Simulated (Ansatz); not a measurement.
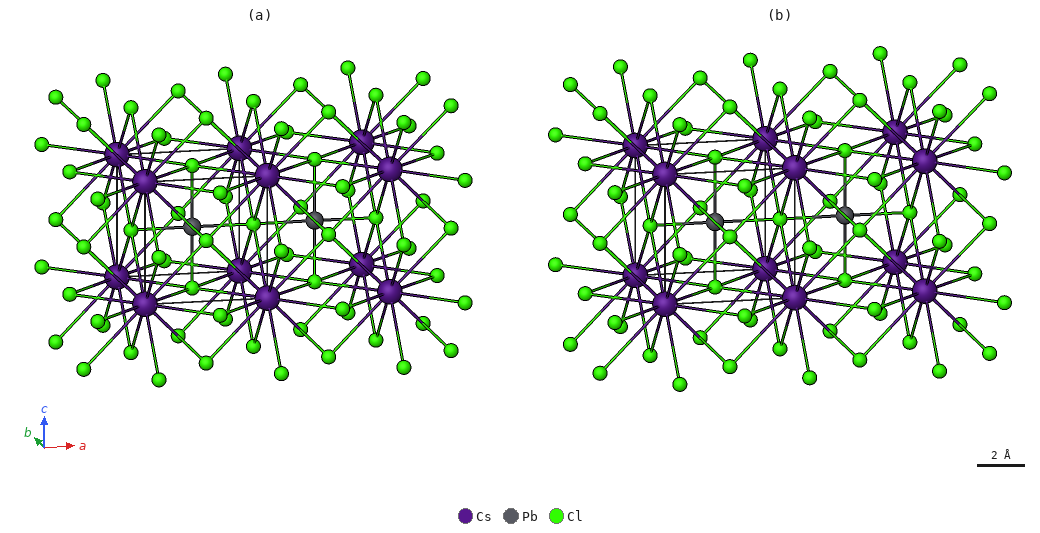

The structure of a crystal of CsPbCl3 (set up in P4mm) before (left) and after (right) a relaxation, at one scale.

A ball-and-stick model of the cell of the calculation, repeated 2 × 1 × 1 with one cell outlined, seen slightly off an axis.

The calculation used Ansatz 0.2.0, DFT PBE, scalar-relativistic, plane waves, PAW.

Input
```yaml
crystal:
  lattice:
    - [5.406971079, 0.0, 0.0]
    - [0.0, 5.406971079, 0.0]
    - [0.0, 0.0, 5.4061453468]
  atoms:
    - { symbol: Cs, position: [0.0, 0.0, 0.0011111169] }
    - { symbol: Pb, position: [0.5, 0.5, 0.4974666069] }
    - { symbol: Cl, position: [0.5, 0.5, 0.9969833873] }
    - { symbol: Cl, position: [0.0, 0.5, 0.4952194445] }
    - { symbol: Cl, position: [0.5, 0.0, 0.4952194445] }
basis:
  ecutwfc: 420
kpoints:
  mp_grid: { grid: [6, 6, 6] }
hamiltonian:
  xc: pbe
scf:
  occupations: { method: gaussian, width: 0.02 }
output:
  forces: true
  stress: true
  eigenvalues: true
relax:
  adjacent_minimum: "off"
  f_tol: 0.01
  max_steps: 50
  cell: { stress_tol: 0.1 }
```

Launched with:
```bash
ansatz run input.yaml --threads 8 --pin off --max-ram 14336MiB --backend cpu --events-out ev --progress --plain --runs-dir out
```

Question: Describe what moved and what it gained.

Answer: After 3 accepted moves (4 points after the start) the energy has fallen by 0.473 eV per cell of the calculation. The largest force component goes from 0.014 to 0.00085 eV/Å. The pressure goes from 5.84 to 0.02 GPa. At 1 point the geometry stayed and the basis and grid were re-selected for the new cell (energy shift of 1.6 meV per cell of the calculation at most each time). No atom moves by more than 0.005 Å relative to the cell. The volume changes by +19.3 %, with a = b 5.407 → 5.734 Å (+6.0 %), c 5.406 → 5.734 Å (+6.1 %). Among the contacts that change: Cs1–Cl4 3.801 → 4.032 Å, Cs1–Cl4 (another image) 3.846 → 4.077 Å, Cs1–Cl3 3.823 → 4.054 Å, Pb2–Cl3 2.700 → 2.866 Å. The space group stays P4mm (No. 99).
